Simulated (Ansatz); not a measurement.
## WS2: 7 runs along one coordinate

System: WS2 (6 atoms in the cell).
Method: Kohn-Sham DFT of a periodic cell, LDA, JTH PAW LDA, no spin polarisation (Ansatz 0.2.0).

The 7 runs differ only in the geometry, by an even scaling of the cell at fixed fractional positions. The structure derives from an entry of the Crystallography Open Database.

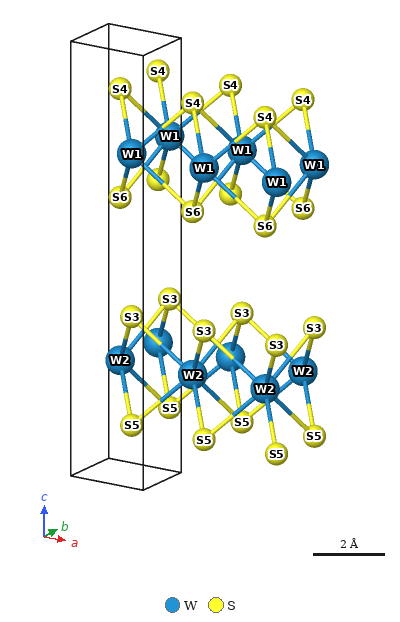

Figure 1. The structure of run 4 (ball-and-stick view of the cell of the calculation, repeated 3 × 2 × 1, seen slightly off an axis; atoms are numbered from 1 in the order of the input).

### Input of run 4
```yaml
crystal:
  lattice:
    - [3.18, 0.0, 0.0]
    - [-1.59, 2.753960784, 0.0]
    - [0.0, 0.0, 12.5]
  atoms:
    - { symbol: W, position: [0.6666666667, 0.3333333333, 0.75] }
    - { symbol: W, position: [0.3333333333, 0.6666666667, 0.25] }
    - { symbol: S, position: [0.6666666667, 0.3333333333, 0.375] }
    - { symbol: S, position: [0.3333333333, 0.6666666667, 0.875] }
    - { symbol: S, position: [0.6666666667, 0.3333333333, 0.125] }
    - { symbol: S, position: [0.3333333333, 0.6666666667, 0.625] }
hamiltonian:
  xc: lda
  pseudopotentials: { kind: paw, xc_functional: lda, accuracy: standard }
kpoints:
  mp_grid: { grid: [10, 10, 3] }
scf:
  occupations: { method: fermi_dirac, width: 0.05 }
output:
  forces: true
  stress: true
  eigenvalues: true
```

Command:
```bash
ansatz run input.yaml --threads 2 --pin off --max-ram 5120MiB --backend cpu --events-out ev --progress --plain --runs-dir out
```

Lattice vectors (Å) and fractional positions of run 4:
```
   3.180000    0.000000    0.000000
  -1.590000    2.753961    0.000000
   0.000000    0.000000   12.500000
W   0.666667  0.333333  0.750000
W   0.333333  0.666667  0.250000
S   0.666667  0.333333  0.375000
S   0.333333  0.666667  0.875000
S   0.666667  0.333333  0.125000
S   0.333333  0.666667  0.625000
```

Run 6 differs from it as follows:
```diff
-    - [3.18, 0.0, 0.0]
-    - [-1.59, 2.753960784, 0.0]
-    - [0.0, 0.0, 12.5]
+    - [3.2218469041, 0.0, 0.0]
+    - [-1.6109234521, 2.7902012661, 0.0]
+    - [0.0, 0.0, 12.6644925478]
```

### Results, with one run withheld

```tsv
run	volume per atom (Å³)	free energy per atom, from the lowest run given (meV)	pressure (GPa)	gap on the mesh (eV)
1	17.150	6.92	5.05	0.98
2	17.515	0.00	1.10	1.01
3	17.880	1.61	−2.44	1.03
4	18.245	10.84	−5.61	1.05
5	18.610	26.90	−8.44	1.07
6	18.975	?	?	?
7	19.340	76.67	−13.23	1.09
```

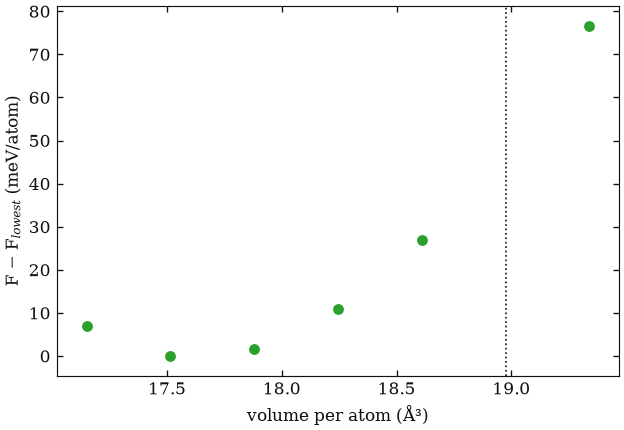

Figure 2. Free energy per atom of the runs given; the dotted line marks run 6.

What should run 6 give?

A cubic polynomial in V^(−2/3) (the Birch–Murnaghan form), fitted to the 6 runs given, misses them by under 0.01 meV per atom. With x = V^(−2/3) − 0.14506 Å⁻², it reads F = 6.3149 − 5129.7 x + 9.8058e+05 x² + 1.3569e+06 x³ (meV per atom). At run 6 it gives 49.06 meV per atom, and the run itself gives 49.06. The slope of the fit gives a pressure −dF/dV of −10.97 GPa there, and the run prints −10.97 GPa. The fit has its minimum at 17.624 Å³ per atom, where V d²F/dV² gives 175 GPa. Cell shape and fractional positions are held, so this is the stiffness under even scaling; the relaxed bulk modulus wasn't computed and can be far lower in a crystal of layers, chains or molecules like this one. The gap on the mesh goes, without turning, from 0.98 eV in run 1 to 1.09 eV in run 7; run 6 has 1.08 eV. These are gaps of this functional on this mesh, which can miss the band edges; they aren't the measured gap.

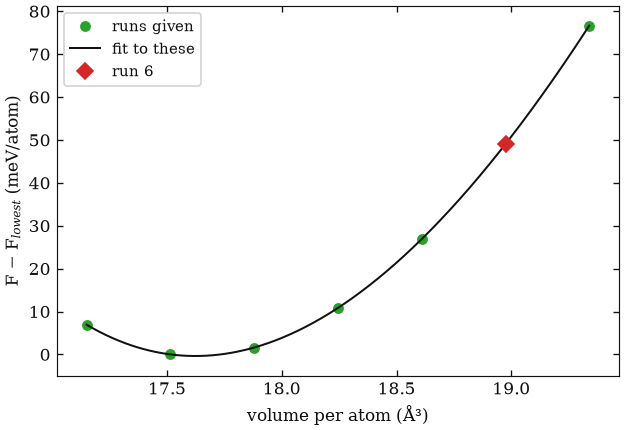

Figure 3. The fit and the withheld run.

### Output, shortened to warnings, some set-up lines, iterations and results (run 6)
```
Warning: [file] the checks of this W dataset prove no rule for summing its radial tables, as where they were carried onto another mesh than they were made on, and Gregory's rule is taken, under which a leading mesh point left out moves its sums only by what lay on the interval it spanned. That does not make them correct, and they differ from Quantum ESPRESSO's on this file; a re-export a fraction …
Warning: [file] the checks of this S dataset prove no rule for summing its radial tables, as where they were carried onto another mesh than they were made on, and Gregory's rule is taken, under which a leading mesh point left out moves its sums only by what lay on the interval it spanned. That does not make them correct, and they differ from Quantum ESPRESSO's on this file; a re-export a fraction …
Basis set: ecut = 1290 eV, 12015 PW (Γ)
Symmetry: 24 space group operations
k-points: 28 of 300
Initial density: superposition of atomic densities (chi_scale 0.1, normalization cell, long waves kept (reshape's long-wave potential 0.04 eV rms))
[...]
SCF iter   1: F=—  HF=-23656.934384 eV  |F-HF|=—  |Δ(HF+E_count)|=         —  Δρ=5.44e-2  dr2=5.37e0  ethr=3.10e-3  ⟨swp⟩=10.3  Hψ=6031  notcnv=0
SCF iter   2: F=—  HF=-23655.927083 eV  |F-HF|=—  |Δ(HF+E_count)|=    1.01e0  Δρ=3.14e-2  dr2=1.00e0  ethr=3.10e-3  ⟨swp⟩=4.0  Hψ=1767  notcnv=0  defer=4
SCF iter   3: F=—  HF=-23655.655942 eV  |F-HF|=—  |Δ(HF+E_count)|=   2.71e-1  Δρ=9.24e-3  dr2=2.33e-1  ethr=1.93e-3  ⟨swp⟩=2.2  Hψ=1467  notcnv=0  defer=4
SCF iter   4: F=—  HF=-23655.624485 eV  |F-HF|=—  |Δ(HF+E_count)|=   3.15e-2  Δρ=3.16e-3  dr2=1.23e-2  ethr=4.48e-4  ⟨swp⟩=3.4  Hψ=1581  notcnv=0  defer=2
SCF iter   5: F=—  HF=-23655.623852 eV  |F-HF|=—  |Δ(HF+E_count)|=   6.33e-4  Δρ=1.23e-3  dr2=5.41e-3  ethr=2.37e-5  ⟨swp⟩=2.1  Hψ=1612  notcnv=0  defer=1
SCF iter   6: F=—  HF=-23655.623191 eV  |F-HF|=—  |Δ(HF+E_count)|=   6.61e-4  Δρ=2.57e-4  dr2=1.09e-4  ethr=1.04e-5  ⟨swp⟩=2.0  Hψ=1166  notcnv=0  defer=1
SCF iter   7: F=—  HF=-23655.623274 eV  |F-HF|=—  |Δ(HF+E_count)|=   8.26e-5  Δρ=9.35e-5  dr2=1.63e-5  ethr=2.10e-7  ⟨swp⟩=3.0  Hψ=1803  notcnv=0  defer=1
SCF iter   8: F=—  HF=-23655.623302 eV  |F-HF|=—  |Δ(HF+E_count)|=   2.81e-5  Δρ=1.73e-5  dr2=4.65e-7  ethr=3.14e-8  ⟨swp⟩=2.1  Hψ=1365  notcnv=0  defer=1
SCF iter   9: F=-23655.623302 eV  HF=-23655.623302 eV  |F-HF|=1.02e-8  |Δ(HF+E_count)|=   2.12e-7  Δρ=5.06e-6  dr2=2.74e-8  ethr=1.92e-10  ⟨swp⟩=10.9  Hψ=5539  notcnv=0
SCF 1 converged in 9 iterations: F = -23655.623302 eV  dr2 = 2.74e-8
SCF converged after 9 iterations
Free energy (F): -23655.623302 eV
Harris-Foulkes:  -23655.623302 eV  (|F-HF|=1.02e-8)
Internal energy: -23655.623301 eV  (E = F + TS)
E sigma→0 (E₀):  -23655.623302 eV
Entropy (-TS):   -0.000001 eV (-0.000 meV/atom)
Fermi energy:    10.641948 eV
--- Per-component energies (eV) ---
  E_band       = -446.051812
  E_kinetic    = 852.330650
  E_local      = -3712.506003  (includes V_loc(G=0)·N_el)
  E_nonlocal   = 613.017195
  E_hartree    = 1586.061572
  E_xc         = -1090.028245
  E_vxc        = -962.789566  (∫ρ·V_xc dr)
  E_paw        = -18758.139437  (= ΣΔE_a)
  E_vpaw       = -408.226271  (= ΣTr[D̂ρ^β])
  E_aug_tail   = -0.000124  (compensation charges beyond the density's cutoff)
  E_ewald      = -3146.358908
  E_smearing   = -0.000001  (= −TS)
  E_closure    = 0.000000  (closes the sum)
  Σ components = -23655.623302   (vs F -23655.623302, Δ=0.00e0)
--- Forces (eV/Å), atoms counted from 1 ---
  atom   1  W      0.00000000    -0.00000000     0.00000000
  atom   2  W     -0.00000000     0.00000000     0.00000000
  atom   3  S      0.00000000    -0.00000000    -0.99520581
  atom   4  S      0.00000000     0.00000000    -0.99520581
  atom   5  S     -0.00000000    -0.00000000     0.99520581
  atom   6  S     -0.00000000     0.00000000     0.99520581
  max |Σ_I F_I| component: 4.63e-17 eV/Å
--- Stress (GPa, compression-positive) ---
      -11.369141      -0.000000       0.000000
       -0.000000     -11.369141       0.000000
        0.000000       0.000000     -10.178866
  P = ⅓ Tr σ = -10.9724 GPa (-109.724 kbar)
```

Notes: Spin–orbit coupling is left out, which matters for W.
